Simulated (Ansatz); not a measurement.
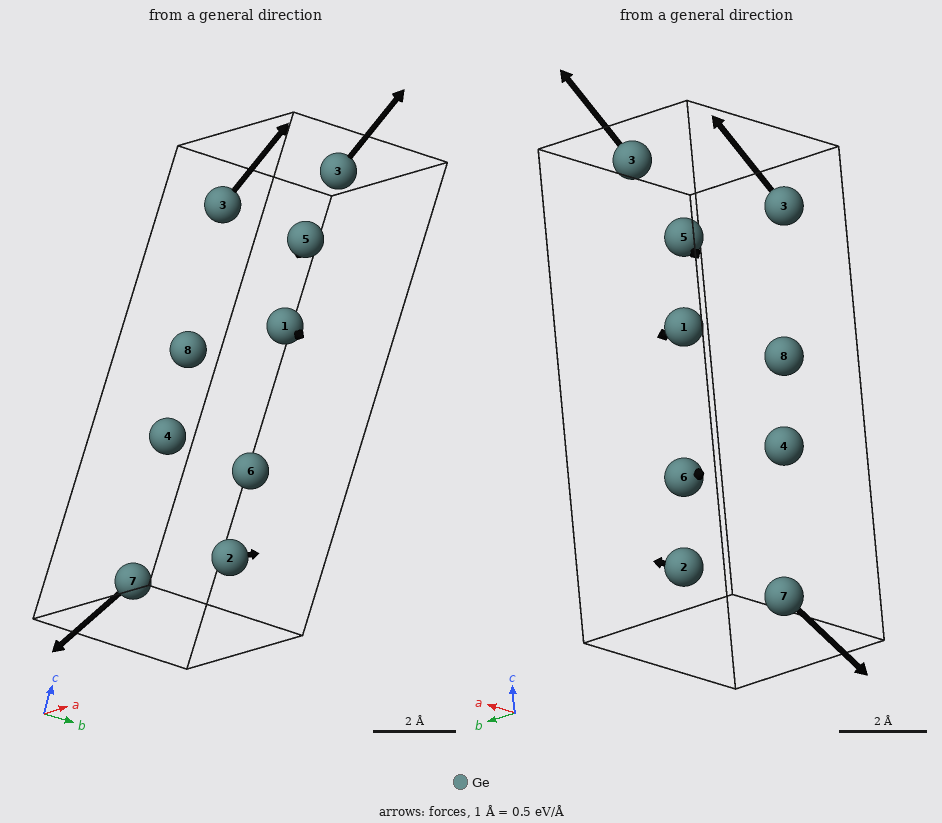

An orthographic spheres-only view of the structure, from two general directions. Atoms at the boundary of the simulation cell (the box) are drawn once for each face, edge or corner they touch. The arrows are the computed forces on the atoms.

System: Ge. Run with DFT PBEsol, scalar-relativistic, plane waves, PAW (Ansatz) and these settings: a basis cut at 420 eV, 13×13×4 k-points, Gaussian smearing of 0.15 eV, no spin polarisation.

Question: Is the structure at rest?

Answer: No. The atoms still feel forces of up to about 1.1 eV/Å, far above a usual threshold of 0.01 to 0.03 eV/Å.

Question: Which atom carries the strongest force?

Answer: Ge3 and Ge7, about 1.1 eV/Å.

Its origin is a structure listed in the Materials Project. The cell was then strained or its atoms displaced on purpose. It went into a calculation with Ansatz.
